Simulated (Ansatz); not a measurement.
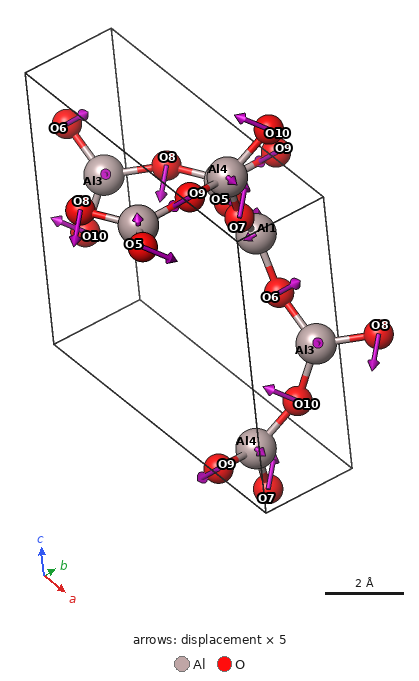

This is a relaxation of solid Al₂O₃ (a generated structure, set up in I2_13). The starting structure is drawn; purple arrows show the displacements (the part carried along by the change of the cell is left out), 5 times their true length.

Style: ball-and-stick. Shown: the cell of the calculation, slightly off an axis.

All numbers below come from DFT PBE, scalar-relativistic, plane waves, PAW in Ansatz. (plane-wave cutoff 420 eV; k-point mesh 4 × 4 × 4; occupations gaussian; smearing width 0.02 eV; no spin polarisation; cell and atoms relaxed; force threshold 0.01 eV/Å; at most 80 steps)

> Atoms of which element are displaced furthest, and by how much?

Oxygen: up to 0.22 Å, against 0.08 Å for aluminium.

> What happened in the run?

After 12 accepted moves (16 points after the start) the energy has fallen by 69.1 meV per atom. The largest force component goes from 0.4 to 0.0031 eV/Å. The pressure goes from 3.66 to −0.01 GPa. The line search rejected the trial step at point 10 of the run. The SCF was repeated 3 times at an unchanged geometry on a basis and grid sized afresh for the cell, which shifted the energy by 3.8 meV per atom at most. The largest moves relative to the cell, 0.22 Å, are those of O atoms. Largest moves by element: O 0.22 Å, Al 0.08 Å. The volume changes by +12.8 %, with a = b = c 7.913 → 8.237 Å (+4.1 %). Some distances before and after: Al–O 1.653 → 1.686 Å. Among the angles between lasting bonds that change: Al–O–Al 155.5° → 172.9°. The space group stays I2_13 (No. 199).
